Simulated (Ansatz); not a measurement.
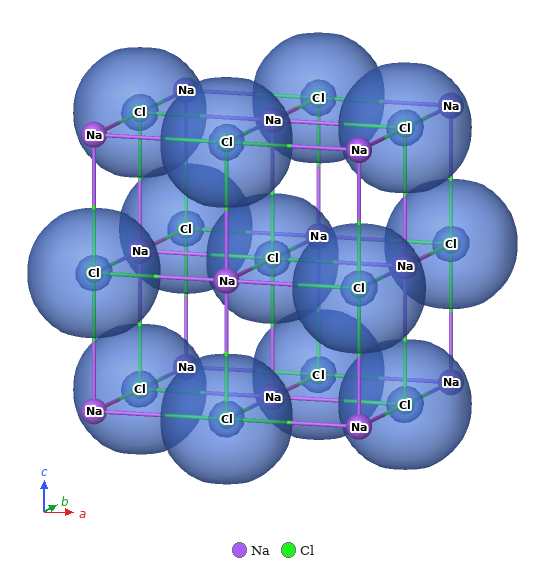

*NaCl. Isosurface of the electron localisation function at 0.65 (blue), seen slightly off an axis. Only the valence region is drawn (cores and ρ < 0.01 e/Å³ removed). Sticks mark near contacts.*

Space group Fm-3m.

The calculation used Ansatz 0.2.0, DFT PBE, scalar-relativistic, plane waves, PAW.

> Where are the electrons localised?

The ELF exceeds this value in four regions wrapped around Cl (the valence shell of each), counted in one cell of 8 atoms. Any copies at cell faces, edges or corners count once. Along the contacts the grid gives the following. Na–Cl (2.85 Å): the ELF peaks at about 0.85 in the valence shell of Cl, 0.8 Å from its nucleus, and falls to about 0 next to Na; a largely ionic contact.

> Does the calculation give a band gap?

It is gapped, with a Kohn–Sham gap of 5.0 eV on the k-point mesh, an upper bound to the gap of this method.
